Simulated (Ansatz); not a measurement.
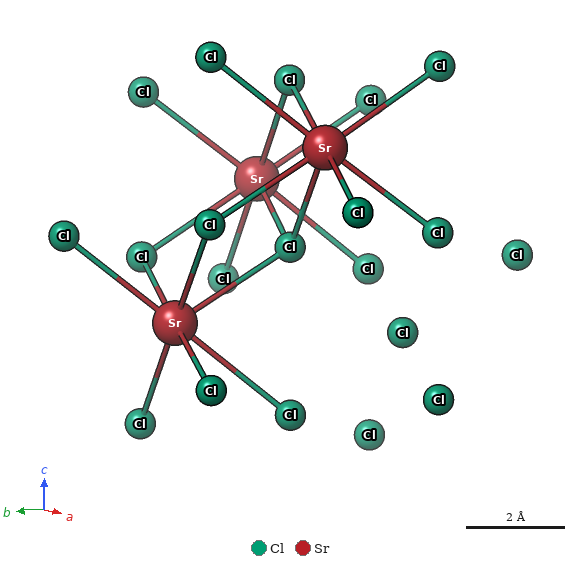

Starting structure of a defect cell of composition Cl64Sr32. A ball-and-stick model of the atoms within 5.0 Å of the atom that moves most (axes of the cell of the calculation (origin shifted)), seen from a free direction.

All numbers below come from DFT, PBEsol, PAW, plane waves in Ansatz 0.2.0.

Settings: plane-wave cutoff 420 eV; k-point mesh 1 × 1 × 1; mesh shifted by (0.25, 0.25, 0.25); no spin polarisation; atoms relaxed in a fixed cell; force threshold 0.03 eV/Å; at most 80 steps.

```
Cl Sr
1.0
    13.81622    0.00000    0.00000
     0.00000   13.81622    0.00000
     0.00000    0.00000   13.81622
Cl Sr
64 32
Direct
  0.37379 0.12717 0.12405
  0.37970 0.12522 0.62577
  0.37572 0.62435 0.12585
  0.87491 0.12605 0.12578
  0.87292 0.12734 0.62562
  0.87786 0.62522 0.12504
  0.87530 0.62511 0.62290
  0.12492 0.37425 0.12414
  0.12358 0.37525 0.62601
  0.12447 0.87616 0.12272
  0.12555 0.87218 0.62601
  0.62698 0.37552 0.12427
  0.62631 0.37702 0.62456
  0.62526 0.87565 0.12549
  0.62767 0.87367 0.62453
  0.12505 0.12662 0.37591
  0.12618 0.12212 0.87580
  0.12528 0.62566 0.37373
  0.12779 0.62477 0.87652
  0.62128 0.12527 0.37363
  0.62387 0.12294 0.87674
  0.62528 0.62389 0.37454
  0.62581 0.62481 0.87548
  0.99916 0.50182 0.50220
  0.12613 0.12684 0.12481
  0.12508 0.12524 0.62346
  0.12864 0.62262 0.12717
  0.12512 0.62774 0.62327
  0.62413 0.12474 0.12464
  0.62348 0.12611 0.62331
  0.62668 0.62322 0.12491
  0.62419 0.62588 0.62361
  0.37357 0.37501 0.37650
  0.37394 0.37522 0.87439
  0.37287 0.87449 0.37589
  0.37222 0.87415 0.87636
  0.87441 0.37437 0.37592
  0.87648 0.37338 0.87704
  0.87272 0.87654 0.37506
  0.87816 0.87415 0.87395
  0.37439 0.37402 0.12547
  0.37775 0.37409 0.62436
  0.37498 0.87655 0.12411
  0.37526 0.87342 0.62538
  0.87666 0.37350 0.12456
  0.87547 0.37625 0.62686
  0.87346 0.87405 0.12483
  0.87598 0.87591 0.62599
  0.37329 0.12307 0.37498
  0.37507 0.12709 0.87353
  0.37583 0.62270 0.37437
  0.37442 0.62565 0.87680
  0.87693 0.12756 0.37376
  0.87413 0.12364 0.87602
  0.87823 0.62619 0.37091
  0.87316 0.62512 0.87364
  0.12600 0.37746 0.37398
  0.12513 0.37725 0.87456
  0.12419 0.87521 0.37361
  0.12807 0.87353 0.87572
  0.62715 0.37437 0.37795
  0.62601 0.37587 0.87624
  0.62503 0.87346 0.37528
  0.62628 0.87927 0.87743
  0.37461 0.62536 0.62484
  0.99992 0.99944 0.99910
  0.00020 0.99819 0.50149
  0.99795 0.49929 0.00086
  0.49754 0.99841 0.00068
  0.50095 0.99727 0.49837
  0.49918 0.50120 0.99794
  0.50023 0.49732 0.50060
  0.25174 0.24902 0.00075
  0.24784 0.25050 0.50074
  0.25111 0.74970 0.99851
  0.25001 0.75210 0.49893
  0.75085 0.24809 0.00040
  0.75002 0.24917 0.50159
  0.75039 0.74900 0.99872
  0.74718 0.75061 0.50085
  0.24749 0.99922 0.25000
  0.25116 0.00180 0.75041
  0.25005 0.50097 0.24995
  0.24857 0.49758 0.75303
  0.75040 0.99774 0.24974
  0.74814 0.00141 0.74888
  0.74884 0.50217 0.25219
  0.74997 0.49877 0.74701
  0.00031 0.25118 0.24993
  0.00121 0.25024 0.75096
  0.99849 0.74953 0.25172
  0.00154 0.74905 0.75104
  0.49782 0.25014 0.24846
  0.50161 0.25242 0.74796
  0.49858 0.75070 0.25166
  0.50025 0.75026 0.75085
```

Where does the relaxation end?

Over 23 geometry steps the energy falls by 11.843 eV per cell of the calculation. Largest force component: 2.5 eV/Å at the start, 0.0056 eV/Å at the end. The largest move is that of Cl7, 2.75 Å roughly along [−1 1 1]. By element the largest moves are Cl 2.75 Å, Sr 0.71 Å. The cell doesn't change. Near-neighbour distances that change, for instance: Cl24–Sr92 4.846 → 2.848 Å, Cl24–Sr80 4.892 → 2.991 Å, Cl24–Sr88 4.827 → 2.988 Å, Cl32–Sr80 2.955 → 3.472 Å. New bonds form: Cl24–Sr80 (4.89 → 2.99 Å), Cl24–Sr88 (4.83 → 2.99 Å), Cl24–Sr92 (4.85 → 2.85 Å). Among the angles between lasting bonds that change: Sr80–Cl7–Sr92 110.1° → 87.9°, Sr88–Cl7–Sr92 109.2° → 87.8°, Sr80–Cl7–Sr88 108.5° → 96.5°. The run took 62 s on 1 × NVIDIA GB300 Max-Q with 8 threads of Arm Neoverse-V2, peak memory 2.4 GiB.

History of the run:

| step | E − E(0), meV/atom | largest force component, eV/Å |
| --- | --- | --- |
| 0 | 0.00 | 2.4610 |
| 1 | -35.81 | 1.7072 |
| 2 | -64.01 | 1.5235 |
| 3 | -80.17 | 1.0748 |
| 4 | -91.11 | 0.5213 |
| 5 | -96.76 | 0.3111 |
| 6 | -99.04 | 0.3506 |
| 7 | -101.22 | 0.4373 |
| 8 | -103.66 | 0.5279 |
| 9 | -106.39 | 0.5955 |
| 10 | -109.34 | 0.5276 |
| 11 | -111.35 | 0.2307 |
| 12 | -112.58 | 0.1605 |
| 13 | -113.61 | 0.1475 |
| 14 | -114.53 | 0.1334 |
| 15 | -115.53 | 0.1912 |
| 16 | -116.87 | 0.2649 |
| 17 | -118.45 | 0.3395 |
| 18 | -120.08 | 0.3795 |
| 19 | -121.50 | 0.2912 |
| 20 | -122.45 | 0.2338 |
| 21 | -123.09 | 0.0500 |
| 22 | -123.35 | 0.0166 |
| 23 | -123.36 | 0.0056 |

The end point in the same view:

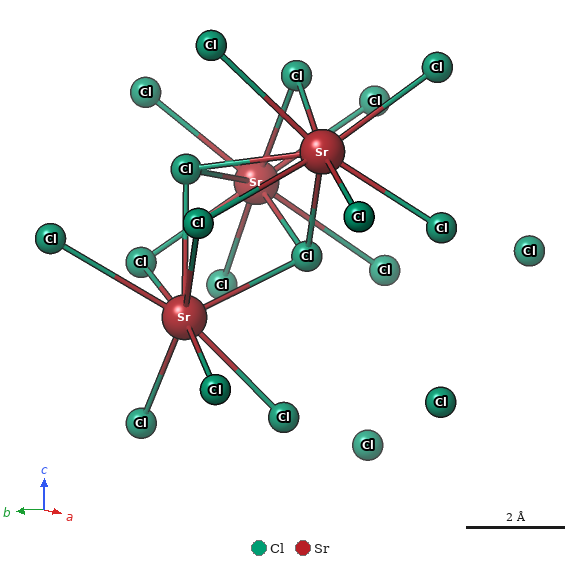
